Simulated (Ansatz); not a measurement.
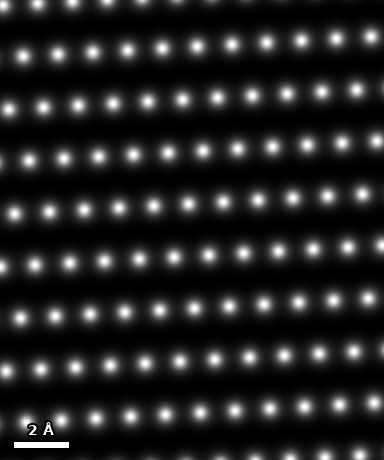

Projected-potential map of Au. Computed as the sum of neutral-atom potentials (tabulated electron scattering factors, B = 0.5 Å²) projected along the beam and smoothed by 0.25 Å; brighter is more positive.

Give the net of the columns and its spacings.

The pattern repeats on a centred rectangular net of 1.3 × 3.8 Å.

Which plane group does this projection have?

c2mm: perpendicular mirror lines on a centred net, with further twofold points between them.

How many columns does the smallest repeating cell hold, and how many levels of brightness?

1 column in the primitive cell of 2.4 Å², all of one brightness.

The crystal is Au (Pm-3m, No. 221) seen along [221]. Structure used: the end point of a relaxation with Ansatz 0.2.0, DFT, PBEsol, plane waves (420 eV) with PAW, scalar-relativistic; the starting structure was generated, so it need not be a known form of this composition.
